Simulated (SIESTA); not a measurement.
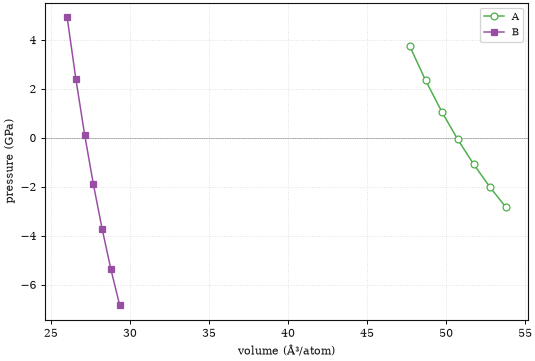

The figure shows the pressure against volume, with one curve for each functional, for MoS₂ (space group P-6m2). The labels are replaced by letters. In alphabetical order the cases are: LDA; PBEsol.

Calculation (SIESTA 5.4.2): DFT in numerical atomic orbitals with pseudopotentials, no spin polarisation; energies at scaled volumes of the given cell, shape and fractions fixed, counted from the fit's minimum, third-order Birch-Murnaghan fit. All runs: no spin polarisation.

occupations Fermi–Dirac; smearing width 0.05 eV; potentials PseudoDojo 0.4 standard, converted to PSML, two zetas on semicore shells.

Q: Which letter stands for which functional?

A: A: PBEsol; B: LDA.

Keep in mind: mulliken charges of long orbitals; shape and atomic fractions are frozen while scaling, which makes layered, chain and framework solids too stiff.
